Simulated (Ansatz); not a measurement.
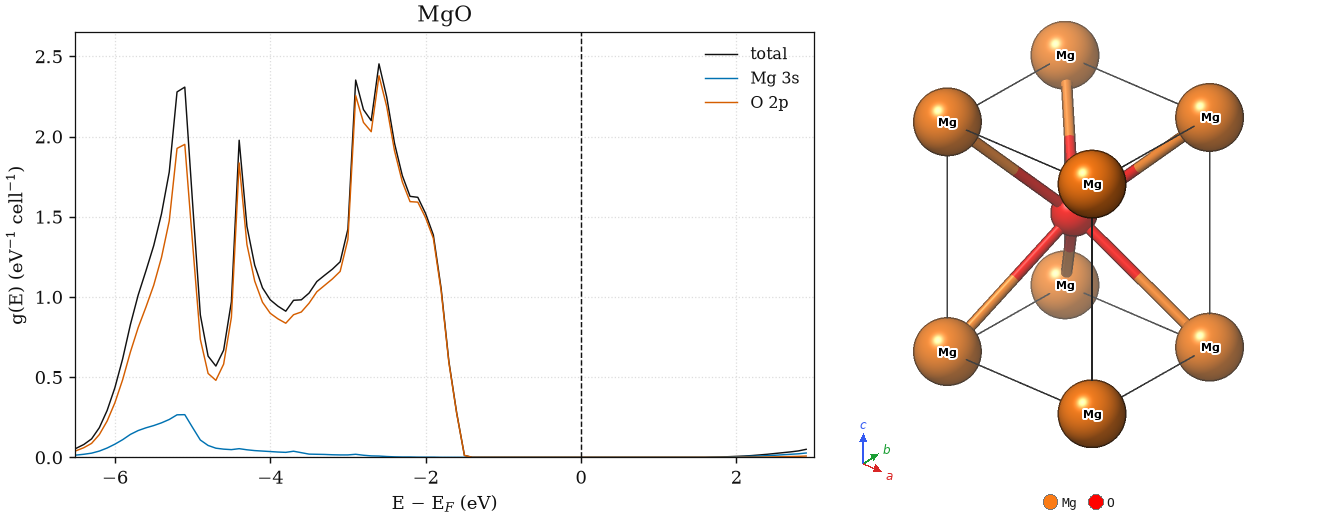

Density of states of MgO, space group P-6m2, 2 atoms in the cell, beside the structure. Method: DFT PBE, scalar-relativistic, plane waves, PAW, no spin polarisation, 6×6×6 k mesh, 420 eV cutoff (Ansatz 0.2.0). Energies are counted from the Fermi level. The partial curves are projected on Löwdin-orthogonalised atomic shells; they sum to less than the total at higher energies, where shells without a projector contribute.

There is a gap; over the k points computed it is 3.02 eV. By projected weight, the top eV of the valence band is O 2p almost alone.

The k mesh is coarse for this system.
